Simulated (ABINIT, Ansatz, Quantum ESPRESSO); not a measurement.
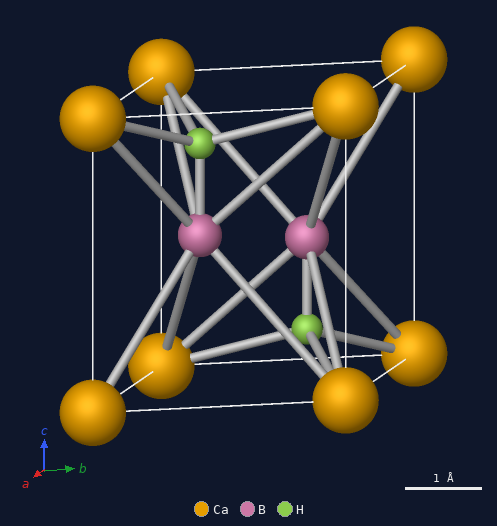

CaB₂H₂, CaAl₂Si₂ type, space group P-3m1 (No. 164), a = 3.477 Å, b = 3.477 Å, c = 3.979 Å, α = 90.00°, β = 90.00°, γ = 120.00°. An orthographic ball-and-stick view of the structure, slightly off an axis. The parallelepiped is the conventional unit cell. The cell is a structure listed in the Materials Project. It needn't be the stable form of this composition.

One fixed geometry in three programs or potential sets. Alike in all runs: functional PBE; k mesh 9 × 9 × 7 on the run's cell of 5 atoms; occupations fermi-dirac, width 0.05 eV; no spin polarisation; no spin-orbit coupling.

| program | gap (eV) | pressure (GPa) |
| --- | --- | --- |
| Ansatz (Ansatz PAW) | ? | ? |
| ABINIT (JTH PAW PBE v2.0) | 0.19 | -0.5 |
| Quantum ESPRESSO (SSSP 1.3 efficiency) | 0.19 | -0.6 |

What does Ansatz (Ansatz PAW) give?

A gap of 0.19 eV and a pressure of -0.4 GPa. The other rows span 0.19 to 0.19 eV and -0.6 to -0.5 GPa.

Is this cell larger or smaller than the equilibrium cell of this functional?

Larger: all pressures given are negative (-0.6 to -0.4 GPa), so its volume would shrink, by the pressure over the bulk modulus to first order.

Gaps are the least found on the k-mesh, which misses some points of high symmetry; where the band edges lie there, the true gap is smaller, at times by an eV. Plane-wave pressures hold the error of each finite cutoff.

Caveat: semilocal functionals give gaps below the measured ones; gaps of a few tenths of an eV or less are fragile: at this level of theory the bands may already be inverted off the mesh, while measured gaps, where the compound is known, are often wider than semilocal functionals give.
